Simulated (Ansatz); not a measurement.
# Run report: Co3Si, band-structure calculation (part 2 of 2)

Continued. System: Co3Si (P6₃/mmc, 8 atoms in the cell). Method: DFT r2SCAN, scalar-relativistic, plane waves, PAW, spin-polarised (Ansatz 0.2.0); cutoff 500 eV, 12×12×10 k-mesh, Gaussian smearing of 0.1 eV, collinear spins. The structure derives from a Materials Project entry.

Geometry of the input (Å; fractional positions):
```
4.9090  0.0000  0.0000
-2.4545  4.2513  0.0000
0.0000  0.0000  4.0577
Co 0.1689  0.3378  0.7500
Co 0.6622  0.8311  0.7500
Co 0.1689  0.8311  0.7500
Co 0.8311  0.6622  0.2500
Co 0.3378  0.1689  0.2500
Co 0.8311  0.1689  0.2500
Si 0.6667  0.3333  0.7500
Si 0.3333  0.6667  0.2500
```

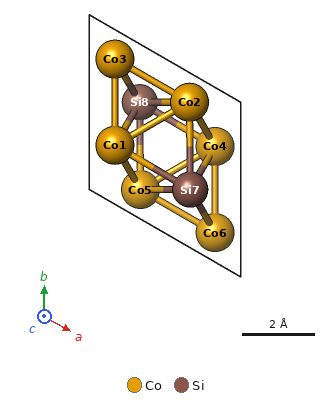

Fig. 1: The structure (ball-and-stick view of the cell of the calculation, along the c axis; atoms are numbered from 1 in the order of the input). An atom can appear more than once, as a periodic image.

### What the program printed, continued
```
SCF iter   1: F=—  HF=-32068.635372 eV  |F-HF|=—  |Δ(HF+E_count)|=         —  Δρ=9.59e-8 (↑8.15e-8 ↓9.59e-8)  dr2=9.18e-12  dr2_τ=7.00e-12  dr2_m=1.25e-12  M=7.879 μB ∫|m|=9.358 μB  ethr=1.00e-12  ⟨swp⟩=1.0  Hψ=66737  notcnv=0
spin=Collinear: Kerker preconditioning applied to the charge; magnetization (m = ρ↑ − ρ↓) channel mixes plain (no charge-response kernel on spin).
SCF iter   2: F=-32068.635372 eV  HF=-32068.635372 eV  |F-HF|=1.09e-11  |Δ(HF+E_count)|=  2.18e-11  Δρ=1.59e-7 (↑1.59e-7 ↓5.17e-8)  dr2=2.44e-11  dr2_τ=5.46e-14  dr2_m=2.87e-12  M=7.879 μB ∫|m|=9.358 μB  ethr=1.00e-12  ⟨swp⟩=1.0  Hψ=46496  notcnv=0
SCF 2 converged in 2 iterations: F = -32068.635372 eV  dr2 = 2.44e-11
  greatest PAW one-centre occupation: 1.004 electrons in one spin orbital (limit 2), on the Co atom at site 0 (counted from 0), in its partial waves of l = 1
WARN: the run takes no state from an SCF along what the orbitals of the run's state read of its open shells (or to have them read: on a GPU, or by another smearing), with 12 of the crystal's symmetry operations given up: the memory left no room for the minimisation of its SCF, so that no field was tried
this state was not tested for a lower state beside it, because the mixer in use, unlike msr1, does not test its closes by its own steps (another_mixer; see scf.mixing.algorithm and scf.lower_state_search)
NSCF: frozen V_eff on 129 k-points
NSCF: frozen V_eff on 296 k-points
SCF converged after 3 iterations
Magnetization: 7.8788 μB (58.9394 up, 51.0606 down)
Absolute magnetization: 9.3620 μB (∫|ρ↑−ρ↓|, with the PAW one-centre terms)
Spin contamination: 0.2329 ħ² per cell (⟨S²⟩ above its minimum at these occupations)
Per-site moments (μB) at R_I (Å): [(1.4261986632494499, 0.9989577185756077), (1.42619866324945, 0.9989577185756077), (1.4261986632494494, 0.9989577185756079), (1.4261986632494497, 0.9989577185756081), (1.42619866324945, 0.9989577185756082), (1.42619866324945, 0.9989577185756081), (-0.08113476493406094, 1.0125100173223764), (-0.08113476493406084, 1.0125100173223764)]
Free energy (F): -32068.635372 eV
Harris-Foulkes:  -32068.635372 eV  (|F-HF|=1.09e-11)
Internal energy: -32068.612783 eV  (E = F + TS)
E sigma→0 (E₀):  -32068.624077 eV
Entropy (-TS):   -0.022588 eV (-2.824 meV/atom)
Fermi energy:    18.348197 eV
--- Per-component energies (eV) ---
  E_band       = -1565.126947
  E_kinetic    = 2825.253185
  E_local      = -19126.578893  (includes V_loc(G=0)·N_el)
  E_nonlocal   = 2794.674292
  E_hartree    = 8201.285063
  E_xc         = -1055.625690
  E_vxc        = -1490.313476  (∫ρ·V_xc dr)
  E_paw        = -10189.322091  (= ΣΔE_a)
  E_vpaw       = -3063.940706  (= ΣTr[D̂ρ^β])
  E_aug_tail   = 0.000212  (compensation charges beyond the density's cutoff)
  E_vtau       = 93.208553  (kinetic-family band-sum trace: ∫τ·v_τ [+ j·A + Jᵃ·Aᵃ] dr)
  E_ewald      = -15516.374758
  E_core_change = -1.924103  (= ΣΔE_core)
  E_smearing   = -0.022588  (= −TS)
  E_closure    = 0.000000  (closes the sum)
  Σ components = -32068.635372   (vs F -32068.635372, Δ=0.00e0)
--- Forces (eV/Å), atoms counted from 1 ---
  atom   1  Co     0.00000000     0.00118742    -0.00000000
  atom   2  Co    -0.00102834    -0.00059371     0.00000000
  atom   3  Co     0.00102834    -0.00059371     0.00000000
  atom   4  Co    -0.00000000    -0.00118742     0.00000000
  atom   5  Co     0.00102834     0.00059371    -0.00000000
  atom   6  Co    -0.00102834     0.00059371    -0.00000000
  atom   7  Si     0.00000000     0.00000000    -0.00000000
  atom   8  Si    -0.00000000    -0.00000000     0.00000000
  max |Σ_I F_I| component: 2.32e-17 eV/Å
--- Stress (GPa, compression-positive) ---
       -0.027457       0.000000       0.000000
       -0.000000      -0.027457       0.000000
        0.000000       0.000000       0.020988
  P = ⅓ Tr σ = -0.0113 GPa (-0.113 kbar)
--- Band table (eV; the first three rows and the last of 228) ---
  k-point 0 ↑: bands = ["-81.5661", "-81.5299", "-81.5247", "-81.5247", "-81.5072", "-81.5072", "-43.7379", "-43.6513", "-43.6513", "-43.6013", "-43.5516", "-43.5462", "-43.5462", "-43.5195", "-43.3761", "-43.3761", "-43.3487", "-43.3487", "-43.0797", "-43.0797", "-43.0303", "-43.0303", "-43.0094", "-42.9324", "5.5264", "9.4251", "12.1617", "12.9389", "12.9389", "13.0492", "13.0492", "13.0568", "13.0644", "13.6357", "13.6357", "13.7634", "13.7634", "13.8927", "14.9582", "14.9582", "15.0287", "15.1114", "15.1405", "15.3041", "15.3041", "16.1401", "16.1401", "16.2697", "16.2697", "16.4042", "16.4042", "16.4750", "16.4750", "17.1938", "17.2522", "17.4375", "17.5814", "18.1311", "18.1311", "18.3024", "19.3112", "19.3112", "20.9301", "22.1575", "24.8323", "24.8323", "25.7586", "25.7586", "26.3641", "26.7800", "26.7800", "27.0564", "28.8978", "28.9341", "28.9341"]
  k-point 1 ↑: bands = ["-81.5652", "-81.5308", "-81.5243", "-81.5243", "-81.5076", "-81.5076", "-43.7337", "-43.6498", "-43.6498", "-43.6024", "-43.5518", "-43.5503", "-43.5503", "-43.5226", "-43.3747", "-43.3747", "-43.3489", "-43.3489", "-43.0778", "-43.0778", "-43.0308", "-43.0308", "-43.0075", "-42.9343", "5.6173", "9.3539", "12.2530", "12.8784", "12.9591", "12.9753", "12.9753", "13.0342", "13.0342", "13.6694", "13.6694", "13.7858", "13.7858", "13.9253", "14.9646", "15.0639", "15.0639", "15.0724", "15.2776", "15.2776", "15.2995", "16.1233", "16.1233", "16.1987", "16.1987", "16.4150", "16.4150", "16.5175", "16.5175", "17.1218", "17.1731", "17.4484", "17.5787", "18.0370", "18.0370", "18.2836", "19.2227", "19.2227", "21.4175", "21.8924", "24.5073", "24.5073", "25.3045", "25.3045", "26.2263", "26.8802", "27.1657", "27.1657", "29.5790", "29.5790", "29.8482"]
  k-point 2 ↑: bands = ["-81.5626", "-81.5333", "-81.5230", "-81.5230", "-81.5088", "-81.5088", "-43.7213", "-43.6452", "-43.6452", "-43.6064", "-43.5613", "-43.5613", "-43.5524", "-43.5307", "-43.3710", "-43.3710", "-43.3497", "-43.3497", "-43.0726", "-43.0726", "-43.0325", "-43.0325", "-43.0021", "-42.9398", "5.8856", "9.1357", "12.3286", "12.5126", "12.8470", "13.0059", "13.0059", "13.0518", "13.0518", "13.7661", "13.7661", "13.8744", "13.8744", "13.9809", "14.6688", "15.2012", "15.2128", "15.2128", "15.3537", "15.3537", "15.6754", "16.0701", "16.0701", "16.0738", "16.0738", "16.4502", "16.4502", "16.5576", "16.5576", "16.9301", "16.9805", "17.4674", "17.5709", "17.7743", "17.7743", "18.2216", "18.9557", "18.9557", "21.4225", "22.5732", "23.9491", "23.9491", "24.5195", "24.5195", "25.0806", "27.9574", "27.9574", "28.1169", "30.9102", "30.9102", "31.4008"]
  k-point 113 ↓: bands = ["-79.2794", "-79.2794", "-79.2729", "-79.2729", "-79.2585", "-79.2585", "-41.2461", "-41.2461", "-41.2286", "-41.2286", "-41.2048", "-41.2048", "-41.1470", "-41.1470", "-41.1395", "-41.1395", "-41.0958", "-41.0958", "-41.0693", "-41.0693", "-41.0485", "-41.0485", "-41.0155", "-41.0155", "8.5640", "8.5640", "10.7627", "10.7627", "12.0279", "12.0279", "14.5098", "14.5098", "14.6461", "14.6461", "15.6231", "15.6231", "15.7352", "15.7352", "16.1558", "16.1558", "16.4559", "16.4559", "16.9546", "16.9546", "17.2043", "17.2043", "17.6007", "17.6007", "17.9756", "17.9756", "18.3293", "18.3293", "18.7072", "18.7072", "18.9613", "18.9613", "19.0844", "19.0844", "19.1225", "19.1225", "21.7393", "21.7393", "23.4794", "23.4794", "24.3803", "24.3803", "27.6930", "27.6930", "28.2697", "28.2697", "29.6014", "29.6014", "30.6640", "30.6640", "32.1349"]
--- Löwdin populations: 8 sites ---
  site symbol       q [e]    m [muB]
     0     Co     16.6015     1.4078
     1     Co     16.6015     1.4078
     2     Co     16.6015     1.4078
     3     Co     16.6015     1.4078
     4     Co     16.6015     1.4078
     5     Co     16.6015     1.4078
     6     Si      4.5224    -0.1297
     7     Si      4.5224    -0.1297
  spilling = 0.012239 (of n_electrons = 110.000000)
--- Bader charges: 8 sites ---
  site symbol  charge [e]  shift [e]    m [muB]
     0     Co     -0.0635     0.0004     1.3668
     1     Co     -0.0635     0.0004     1.3668
     2     Co     -0.0635     0.0004     1.3668
     3     Co     -0.0635     0.0004     1.3668
     4     Co     -0.0634     0.0004     1.3668
     5     Co     -0.0635     0.0004     1.3668
     6     Si      0.1904     0.0012    -0.1609
     7     Si      0.1904     0.0012    -0.1609
  estimated error of the sums over rays = 5.4e-4 e
```

### File bader_charges.tsv
```
# site	symbol	x_ang	y_ang	z_ang	partial_charge_e	electrons	volume_ang3	relative_density_drop	shared_charge_e	partial_wave_shift_e	spin_moment_mub
# quadrature_error_electrons = 5.4e-4
0	Co	0.0000	1.4360	3.0433	-0.06345	27.06345	10.38	-	-0.06345	0.00041	1.36678
1	Co	1.2109	3.5333	3.0433	-0.06346	27.06346	10.38	-	-0.06346	0.00041	1.36678
2	Co	-1.2109	3.5333	3.0433	-0.06346	27.06346	10.38	-	-0.06346	0.00041	1.36678
3	Co	2.4545	2.8153	1.0144	-0.06346	27.06346	10.38	-	-0.06346	0.00041	1.36678
4	Co	1.2436	0.7180	1.0144	-0.06344	27.06344	10.38	-	-0.06344	0.00041	1.36678
5	Co	3.6654	0.7180	1.0144	-0.06346	27.06346	10.38	-	-0.06346	0.00041	1.36678
6	Si	2.4545	1.4171	3.0433	0.19038	13.80962	11.21	-	0.19038	0.00122	-0.16093
7	Si	0.0000	2.8342	1.0144	0.19036	13.80964	11.21	-	0.19036	0.00122	-0.16093
```

### File populations.tsv
```
# site	symbol	l	j	q_up	q_dn
# orbitals = lowdin
# n_electrons = 110.000000
# spilling = 0.012239
0	Co	0_3S	-	0.989339	0.989837
0	Co	0_4S	-	0.355289	0.371776
0	Co	1_3P	-	2.997921	2.997999
0	Co	2_3D	-	4.662109	3.237219
1	Co	0_3S	-	0.989339	0.989837
1	Co	0_4S	-	0.355289	0.371776
1	Co	1_3P	-	2.997921	2.997999
1	Co	2_3D	-	4.662109	3.237219
2	Co	0_3S	-	0.989339	0.989837
2	Co	0_4S	-	0.355289	0.371776
2	Co	1_3P	-	2.997921	2.997999
2	Co	2_3D	-	4.662109	3.237219
3	Co	0_3S	-	0.989339	0.989837
3	Co	0_4S	-	0.355289	0.371776
3	Co	1_3P	-	2.997921	2.997999
3	Co	2_3D	-	4.662109	3.237219
4	Co	0_3S	-	0.989339	0.989837
4	Co	0_4S	-	0.355289	0.371776
4	Co	1_3P	-	2.997921	2.997999
4	Co	2_3D	-	4.662109	3.237219
5	Co	0_3S	-	0.989339	0.989837
5	Co	0_4S	-	0.355289	0.371776
5	Co	1_3P	-	2.997921	2.997999
5	Co	2_3D	-	4.662109	3.237219
6	Si	0_3S	-	0.678951	0.678667
6	Si	1_3P	-	1.517404	1.647340
7	Si	0_3S	-	0.678951	0.678667
7	Si	1_3P	-	1.517404	1.647340
```

### Summary

- outcome: converged
- space group (tolerance 0.01 Å): P6₃/mmc (194)
- electrons treated: 110
- free energy: −32068.6354 eV
- Fermi energy: 18.348 eV
- gap on the k-point mesh: none (metallic)
- net moment of the cell: 7.88 μB
- integrated absolute moment: 9.36 μB
- pressure: −0.01 GPa
- largest force (length of the vector): 0.001 eV/Å
- hardware: 2 threads of Arm Neoverse V1, 24 GiB of memory available, shared host
- wall time: 7 min (CPU time 14 min)
- peak memory: 2.1 GiB

### Notes

The electronic state found may not be the lowest one. Notes on the run: the search outside the symmetry group is no proof of a minimum; the state was not tested for a lower one.
